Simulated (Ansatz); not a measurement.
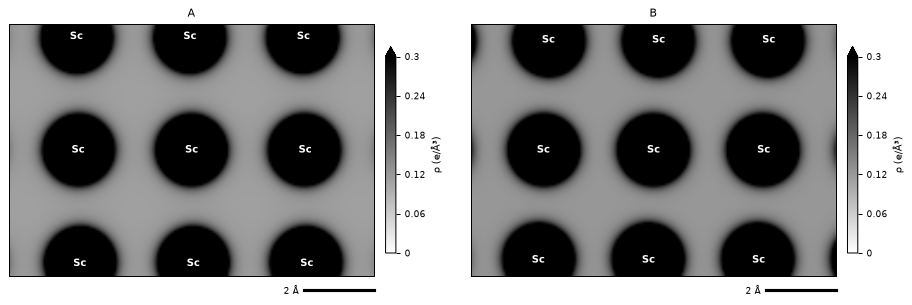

Sc. The valence electron density of two cells that differ in size and shape, on the (110) plane of each (indices in the axes of the calculation cell), at one length scale and on one colour scale: A has 23.8 Å³ an atom and B 22.4.

Space group I4/mmm; computed without spin polarisation.

These are results of Ansatz, DFT PBEsol, scalar-relativistic, plane waves, PAW, not measurements.

Core electrons are frozen (PAW), and the valence fields are smoothed inside the atomic spheres.

The larger cell:

```
CELL_PARAMETERS angstrom
0.00000 2.27050 2.27050
2.30456 0.00000 2.27050
2.30456 2.27050 0.00000
ATOMIC_POSITIONS crystal
Sc 0.00000 0.00000 0.00000
```

The smaller cell: a = 3.211 Å, b = 3.140 Å, c = 3.140 Å, α = 61.51°, β = 59.24°, γ = 59.24°.

What changes from the larger cell to the smaller?

Answer. From the larger cell to the smaller, Sc–Sc goes from 3.24 to 3.14 Å, and the density at its midpoint from 0.12 to 0.13 e/Å³; the pressure goes from −0.3 to 3.2 GPa.
